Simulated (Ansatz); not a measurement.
A periodic structure is given below.

```yaml
crystal:
  lattice:
    - [-1.59943, 2.77029, 0.00000]
    - [-3.19885, 0.00000, 0.00000]
    - [-1.59943, 0.92343, 7.75484]
  atoms:
    - { symbol: Hf, position: [0.86838, 0.76157, 0.51352] }
    - { symbol: Hf, position: [0.40134, 0.33951, 0.84736] }
    - { symbol: Hf, position: [0.67500, 0.52553, 0.17214] }
    - { symbol: N, position: [0.00000, 0.00000, 0.00000] }
    - { symbol: N, position: [0.26238, 0.16910, 0.36511] }
```

> Describe what this structure looks like.

It has the composition Hf3N2. The cell has no symmetry but its translations (space group P1). One cell contains 3 Hf, 2 N, 5 atoms in all.

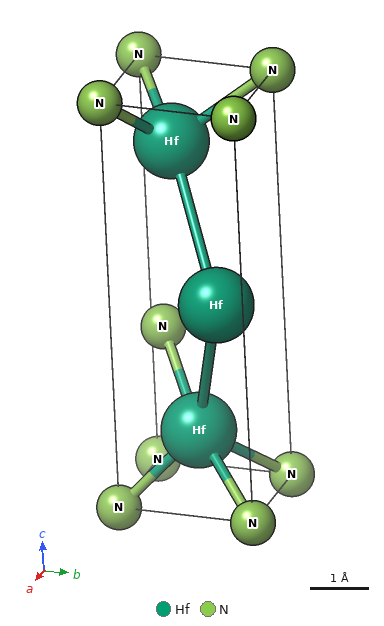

Ball-and-stick model, viewed slightly off an axis. The unit cell is outlined; an atom on or near a face, edge or corner is repeated at each equivalent position.

The structure was taken from a structure listed in the Materials Project. Earlier steps of the study, as a rule a relaxation of our own, may have changed the cell and positions, so they can lie some per cent off the listed ones. It was set up as input for a calculation with Ansatz.
